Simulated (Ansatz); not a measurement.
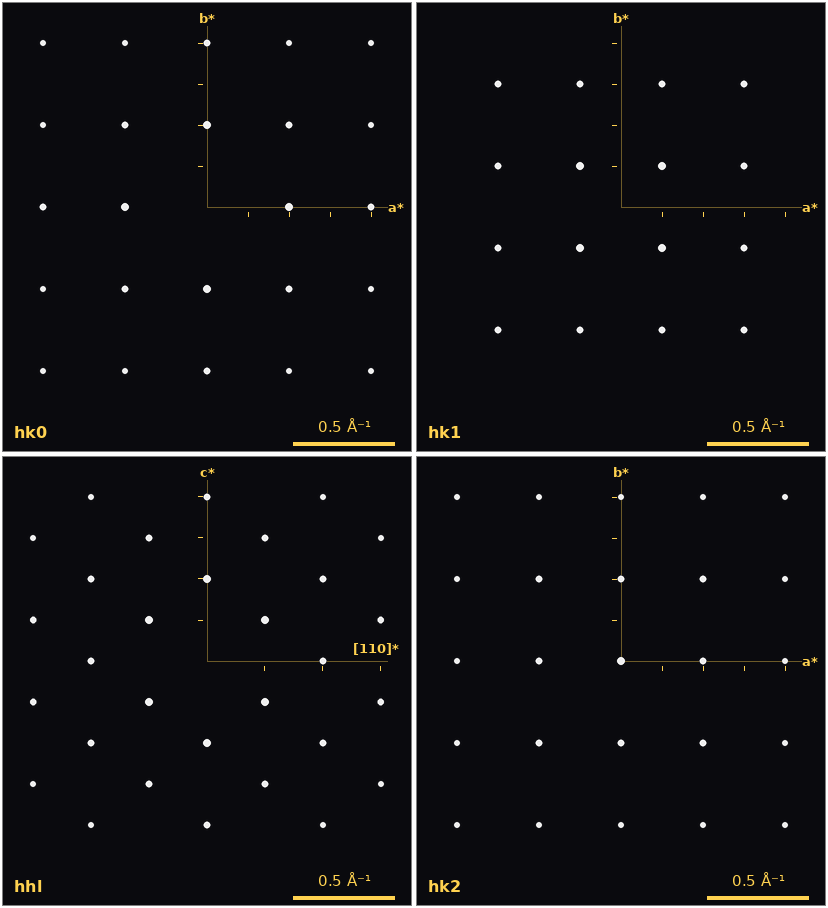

Simulated precession-type sections (X-rays; kinematic intensities, B = 0.5 Å²). The ticks mark integer indices of the conventional cell.

Read the reciprocal cell and give the direct cell.

Answer. a* = 0.205, b* = 0.205, c* = 0.205 Å⁻¹; the cell is cubic with a = 4.88 Å.

List the systematic absences.

Answer. Reflections are present only under these conditions. hkl: h + k = 2n, h + l = 2n; hk0: h = 2n, k = 2n; hhl: h + l = 2n; h00: h = 2n. The lattice is face-centred (F).

Which space groups fit?

Answer. The intensities have Laue symmetry m-3m (the hk0 layer shows 4mm, hk1 shows 4mm). With these conditions the candidates are F432 (No. 209), F-43m (No. 216), Fm-3m (No. 225). Diffraction geometry alone does not choose among them; the structure has Fm-3m. The compound is Lu. Structure: the input geometry of an electronic-structure calculation (not necessarily at equilibrium); the starting structure was generated, so it need not be a known form of this composition.
